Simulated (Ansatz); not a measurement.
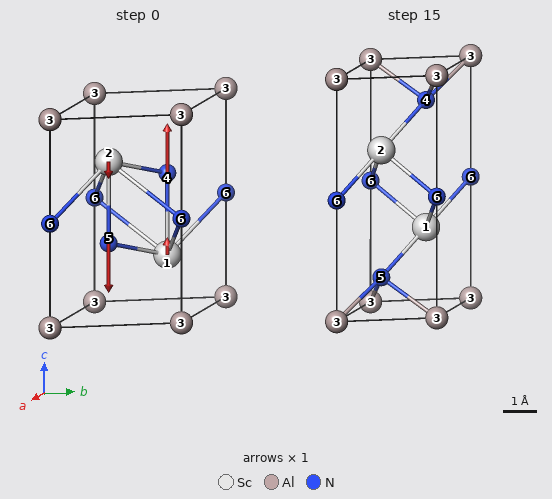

The structure of solid Sc2AlN3 (a generated structure, set up in P-3m1) (coarse preliminary run) before (left) and after (right) a relaxation, at one scale. The red arrows give the displacements (the part carried along by the change of the cell is left out), at their true length.

A ball-and-stick model of the cell of the calculation, seen slightly off an axis.

Theory: DFT PBE, scalar-relativistic, plane waves, PAW in Ansatz. Set-up: plane-wave cutoff 420 eV; k-point mesh 6 × 6 × 4; occupations gaussian; smearing width 0.1 eV; no spin polarisation; cell and atoms relaxed; force threshold 0.04 eV/Å; at most 70 steps.

Question: Summarise the run.

Answer: Over 13 accepted moves (15 points after the start) the energy falls by 2481 meV per atom. Largest force component: 4.1 eV/Å at the start, 0.0091 eV/Å at the end. The pressure goes from −15.26 to −0.04 GPa. The SCF was repeated twice at an unchanged geometry on a basis and grid sized afresh for the cell, which shifted the energy by 5.1 meV per atom at most. The largest moves relative to the cell, 1.55 Å, are those of N4 and N5. N4 goes along +c. Largest moves by element: N 1.55 Å, Sc 0.55 Å. Al stays in place. Cell: a = b 4.071 → 3.103 Å (−23.8 %), c 6.485 → 7.544 Å (+16.3 %). Volume −32.4 %. Among the contacts that change: Sc1–N4 2.541 → 3.958 Å, Al3–N4 3.295 → 2.121 Å, Sc1–Sc1 4.071 → 3.103 Å, Sc1–Sc2 3.982 → 3.192 Å. New bonds form: Al3–N4 (3.29 → 2.12 Å), Al3–N5 (3.29 → 2.12 Å). Bonds break: Sc1–N4 (2.54 → 3.96 Å), Sc2–N5 (2.54 → 3.96 Å). Among the angles between lasting bonds that change: N5–Sc1–N6 129.7° → 179.9°, N5–Sc1–N6 56.5° → 91.6°, Sc1–N5–Sc1 112.7° → 88.5°. The space group stays P-3m1 (No. 164).

Limits of the set-up: layers or molecules are held without a dispersion correction, so their spacing is unreliable.
